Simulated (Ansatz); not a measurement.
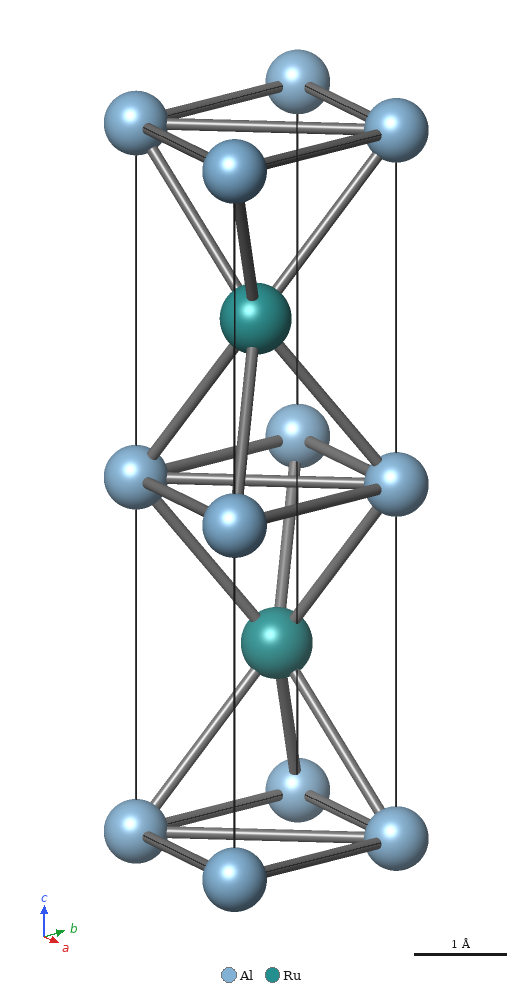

An orthographic ball-and-stick view of the structure, slightly off an axis. One conventional unit cell is framed, with atoms on its boundary repeated. Cell: a = 2.88 Å, b = 2.88 Å, c = 7.91 Å, α = 90.00°, β = 90.00°, γ = 120.00°.

Origin of the cell: a structure type filled with these elements by a generator (whether the compound takes this form wasn't checked). Earlier steps of the study, as a rule a relaxation of our own, may have changed the cell and positions, so they can lie some per cent off the listed ones. A calculation with Ansatz used it as input.

> What structure is drawn here?

Composition: AlRu. The space group is P6_3/mmc (No. 194); the lattice is primitive hexagonal. The structure is of the kind named nickel arsenide (NiAs) type. The cell has 4 atoms, namely 2 Al, 2 Ru. Each Al atom is coordinated by six Al and six Ru in a distorted cuboctahedral arrangement (about 2.9 Å to Al, 2.6 Å to Ru). Around each Ru lie six Al and six Ru in a distorted anticuboctahedral arrangement (about 2.6 Å to Al, 2.9 Å to Ru). The bonds build a three-dimensional framework.

Method: DFT PBE, scalar-relativistic, plane waves, PAW in Ansatz 0.2.0; 420 eV cutoff, an 18×18×6 mesh of k-points, Gaussian smearing of 0.1 eV, no spin polarisation.

> Is it conducting or gapped at this level?

A metal: bands cross the Fermi level.

> What are the atomic charges by Bader's partition?

Al +1.67 e; Ru -1.67 e.

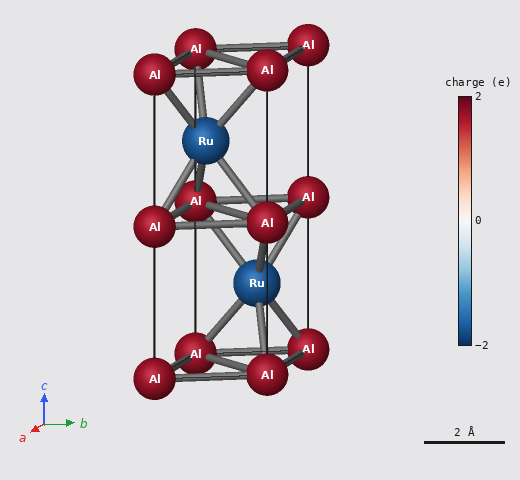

The atoms coloured by those charges. The run's cell of 4 atoms is drawn.

> Does this geometry sit at a stationary point of the energy?

Yes. All forces vanish to within 0.01 eV/Å. The pressure is 0.0 GPa, close to zero.
